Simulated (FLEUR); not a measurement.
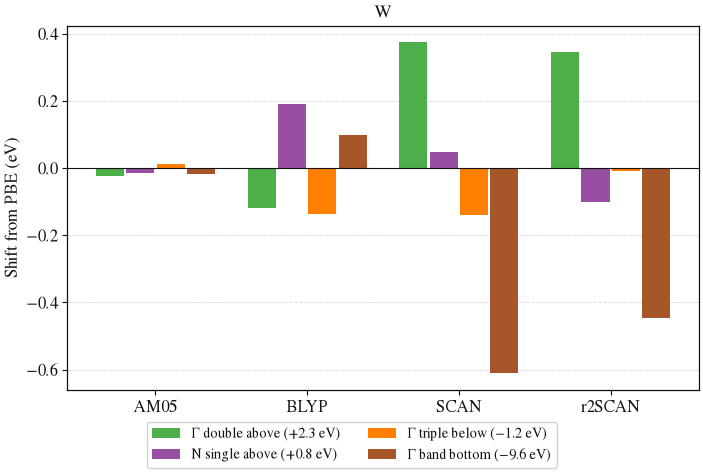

Levels near the Fermi level of bcc W, space group Im-3m (No. 229), 1 atom in the primitive cell (cubic a = 3.165 Å), a metal, by five methods on one cell, as shifts from PBE. Each level is counted from the Fermi level of its run and named by k point, degeneracy (spin aside) and side; the legend gives its PBE energy; the band bottom is the lowest valence level above the core-like shells.

Which method departs most from PBE, and how?

Answer. SCAN: it moves Γ double above by +0.37 eV, N single above by +0.05 eV, Γ triple below by −0.14 eV and Γ band bottom by −0.61 eV.

How does the occupied bandwidth compare?

Answer. The Fermi level lies 9.57 eV (AM05), 9.46 eV (BLYP), 9.55 eV (PBE), 10.16 eV (SCAN) and 10.00 eV (r2SCAN) above the band bottom.

```
method  Γ double above (eV)  N single above (eV)  Γ triple below (eV)  Γ band bottom (eV)
  AM05                 2.31                 0.77                −1.14               −9.57
  BLYP                 2.22                 0.97                −1.29               −9.46
   PBE                 2.34                 0.78                −1.16               −9.55
  SCAN                 2.71                 0.83                −1.30              −10.16
r2SCAN                 2.68                 0.68                −1.16              −10.00
```

Settings. AM05: all-electron, 12×12×12 k mesh, Fermi-Dirac smearing of 0.05 eV (FLEUR). BLYP: all-electron, 12×12×12 k mesh, Fermi-Dirac smearing of 0.05 eV (FLEUR MaX-R8.1 (later development tree)). PBE: all-electron, 12×12×12 k mesh, Fermi-Dirac smearing of 0.05 eV (FLEUR). SCAN: all-electron, 12×12×12 k mesh, Fermi-Dirac smearing of 0.05 eV (FLEUR). r2SCAN: all-electron, 12×12×12 k mesh, Fermi-Dirac smearing of 0.05 eV (FLEUR MaX-R8.1 (later development tree)). No run carries moments or holds spin-orbit coupling.

Spin-orbit coupling is left out, which matters for W. SCAN and r2SCAN: the meta-GGA is that of a development version, with a GGA for the radial functions and cores and without core tails. The Fermi levels are those of this mesh and smearing.
